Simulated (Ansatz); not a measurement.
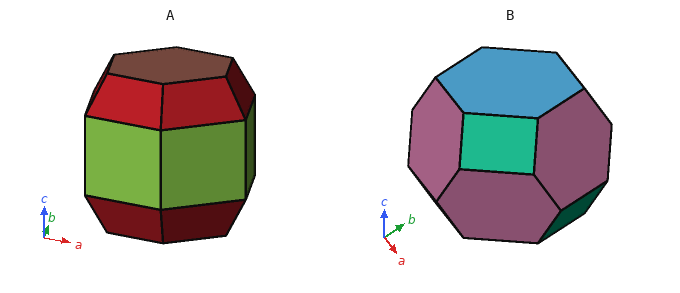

BFDH (Bravais–Friedel–Donnay–Harker) growth shapes, computed from the cell and space group alone: each face lies at a distance from the centre proportional to 1/d(hkl), with d taken for the first order that the space group does not extinguish. The rule ignores bonding, solvent and kinetics. Forms under 0.4 % of the area are left out.

1. Fe: space group P6_3/mmc (No. 194), a = 2.617 Å, b = 2.617 Å, c = 4.434 Å, α = 90.00°, β = 90.00°, γ = 120.00°; the geometry relaxed at fixed volume with Ansatz 0.2.0, DFT HSE06, scalar-relativistic, plane waves, PAW; the starting structure was generated, so it need not be a known form of this composition
2. As: space group R-3m (No. 166), a = 3.807 Å, b = 3.807 Å, c = 10.886 Å, α = 90.00°, β = 90.00°, γ = 120.00°; the geometry relaxed at fixed volume with DFT PBE, spin-orbit coupling, plane waves, PAW in Ansatz 0.2.0

Q: Match each shape to its cell.

A: 1 is A (20 faces; forms {100}, {101}, {002}); 2 is B (14 faces; forms {101}, {003}, {012}).
